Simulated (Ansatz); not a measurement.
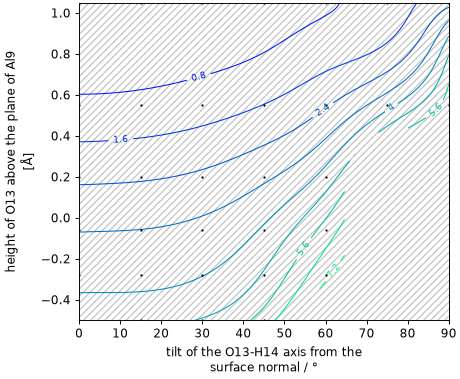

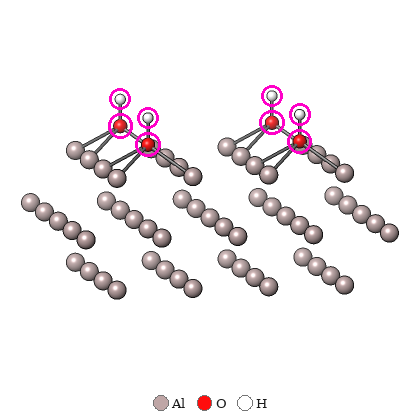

Energy landscape of OH on an Al(100) slab cut from the Fm-3m phase, its upper half relaxed before the scan (12 atoms of substrate and one adsorbate in a 2 × 2 cell). OH stands on one site of a rigid substrate while its tilt and height are varied at a fixed bond length; it sits over a hollow of the top layer over the deeper atom Al8, heights counted from the top plane, tilted towards the diagonal of the 1 × 1 surface cell. First axis: tilt of the O13-H14 axis from the surface normal. Second axis: height of O13 above the plane of Al9. Grid: 7 × 6 points. At 9 points there is no value (left out of the scan, as a rule where atoms come close). Points are written as (first, second). All energies are given in eV relative to the lowest grid point. Level of theory: DFT PBE, scalar-relativistic, plane waves, PAW (Ansatz). Settings: cutoff 420 eV, k-mesh 5×5×1, gaussian smearing 0.1 eV, spin-polarised.

Drawn: contour lines labelled in eV (none above 7.2), dots at the grid points, hatched blanks where no value was computed. Between grid points the surface is interpolated. The second picture is the structure at the lowest point; rings mark the moved atoms.

**Describe this landscape.**

The lowest grid point is at (0°, 1.05 Å). It lies at the edge of the scanned range, so the true minimum may lie outside. The highest grid point, (60°, −0.28 Å), lies 7.04 eV above the lowest.

The input of one point:

```yaml
crystal:
  lattice:
    - [5.7143028096, 0.0, 0.0]
    - [0.0, 5.7143028096, 0.0]
    - [0.0, 0.0, 22.1750227687]
  atoms:
    - { symbol: Al, position: [0.25, 0.25, 0.1803831293] }
    - { symbol: Al, position: [0.25, 0.75, 0.1803831293] }
    - { symbol: Al, position: [0.75, 0.25, 0.1803831293] }
    - { symbol: Al, position: [0.75, 0.75, 0.1803831293] }
    - { symbol: Al, position: [0.0, 0.0, 0.274409492] }
    - { symbol: Al, position: [0.0, 0.5, 0.274409492] }
    - { symbol: Al, position: [0.5, 0.0, 0.274409492] }
    - { symbol: Al, position: [0.5, 0.5, 0.274409492] }
    - { symbol: Al, position: [0.25, 0.25, 0.3686590473] }
    - { symbol: Al, position: [0.25, 0.75, 0.3686590473] }
    - { symbol: Al, position: [0.75, 0.25, 0.3686590473] }
    - { symbol: Al, position: [0.75, 0.75, 0.3686590473] }
    - { symbol: O, position: [0.5, 0.5, 0.4160096188], spin: 1.0 }
    - { symbol: H, position: [0.5, 0.5, 0.4611054011] }
basis:
  ecutwfc: 420
kpoints:
  mp_grid: { grid: [5, 5, 1] }
hamiltonian:
  xc: pbe
scf:
  occupations: { method: gaussian, width: 0.1 }
output:
  forces: true
  eigenvalues: true
  populations: true
magnetization:
  spin_polarized: true
efield:
  axis: 3
  dipole_correction: true
  ramp_width: 0.04
```

The whole map (33 points run) took 3.5 min on 4 threads of AMD EPYC 9R45 (Zen 5), with other jobs on the host.
